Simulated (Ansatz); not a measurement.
SiW$_{3}$

Input

```
crystal:
  lattice:
    - [-2.538672036, 2.538672036, 2.6688603456]
    - [2.538672036, -2.538672036, 2.6688603456]
    - [2.538672036, 2.538672036, -2.6688603456]
  atoms:
    - { symbol: Si, position: [0.0, 0.0, 0.0] }
    - { symbol: W, position: [0.5, 0.5, 0.0] }
    - { symbol: W, position: [0.5, 0.0, 0.5] }
    - { symbol: W, position: [0.0, 0.5, 0.5] }
basis:
  ecutwfc: 420
kpoints:
  mp_grid: { grid: [14, 14, 14] }
hamiltonian:
  xc: pbe
scf:
  occupations: { method: gaussian, width: 0.15 }
output:
  forces: true
  stress: true
  eigenvalues: true
  write_density: true
  write_potential: true
  elf: true
  volumetric_format: npy
```

Run with:

```sh
ansatz run input.yaml --threads 2 --pin off --max-ram 5120MiB --backend cpu --events-out ev --progress --plain --runs-dir out
```

Below, planes, directions and counts refer to the conventional cell (a = 5.08 Å, b = 5.08 Å, c = 5.34 Å, α = 90.00°, β = 90.00°, γ = 90.00°).

Space group I4/mmm; a structure from a database of computed crystals, not necessarily the ambient phase; changed on purpose from its base cell (strain -0.025 along x and y, +0.025 along z, atoms carried along); computed pressure about 6 GPa in this cell.

Theory: Ansatz, DFT PBE, scalar-relativistic, plane waves, PAW.

Core electrons are frozen (PAW), and the valence fields are smoothed inside the atomic spheres.

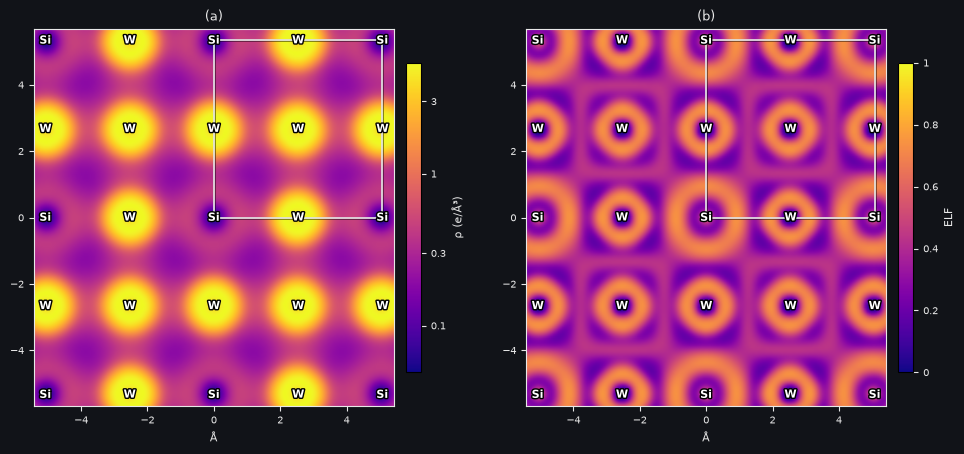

Figure 1. (a) valence pseudo-density; (b) ELF on the (100) plane of the conventional cell.

What do the fields say about this system?

Atoms in the plane: Si and W.
Si–W (2.54 Å): the density is about 0.45 e/Å³ at the midpoint; the ELF peaks at about 0.75 in the valence shell of Si, 0.9 Å from its nucleus, and is about 0.45 at the midpoint.
W–W (2.54 Å): the density is about 0.6 e/Å³ at the midpoint; the ELF is about 0.40 at the midpoint.
Si–W (2.67 Å): the density is about 0.35 e/Å³ at the midpoint; the ELF peaks at about 0.70 in the valence shell of Si, 1.0 Å from its nucleus, and is about 0.45 at the midpoint.
W–W (2.67 Å): the density is about 0.49 e/Å³ at the midpoint; the ELF is about 0.45 at the midpoint.
Between the atoms the lowest density in this plane is 0.19 e/Å³.
The features right at W lie inside the PAW spheres, where the map follows smoothed inner orbitals and isn't to be read closely.

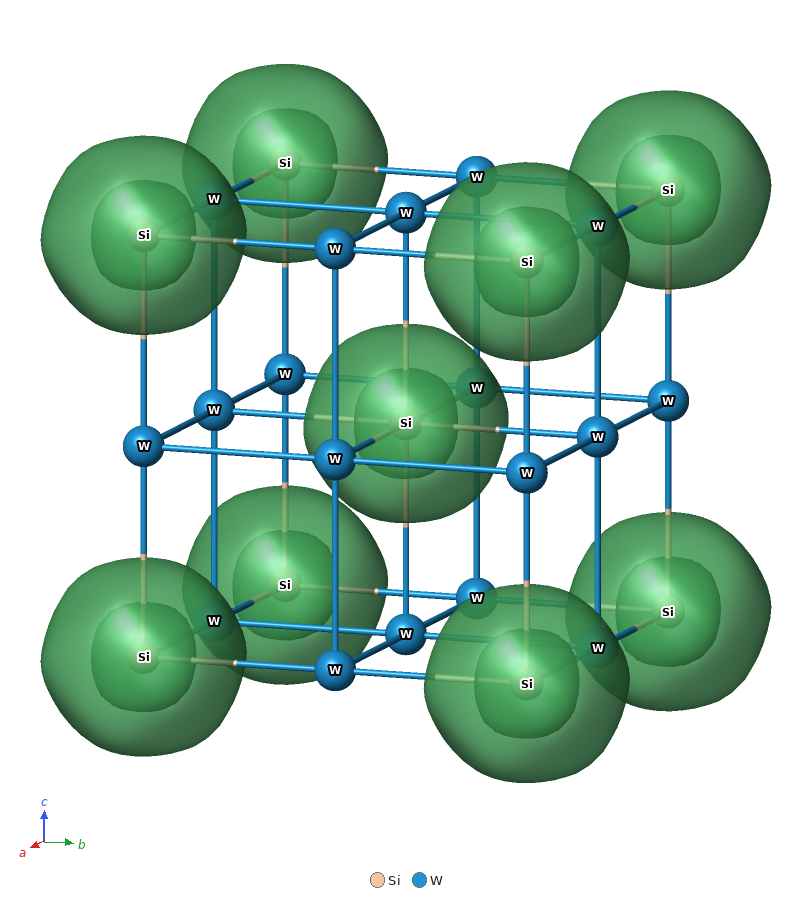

Figure 2. Isosurface of the electron localisation function at 0.55 (green), seen slightly off an axis. Core shells and regions of very low density are left out. Sticks mark near contacts.

Where are the electrons localised?

The ELF exceeds this value in two regions wrapped around Si (the valence shell of each), counted in one cell of 8 atoms. Regions shared between cells count once.

Does the calculation make it a metal, or give it a gap?

It is gapless in this calculation (a metal or semimetal).
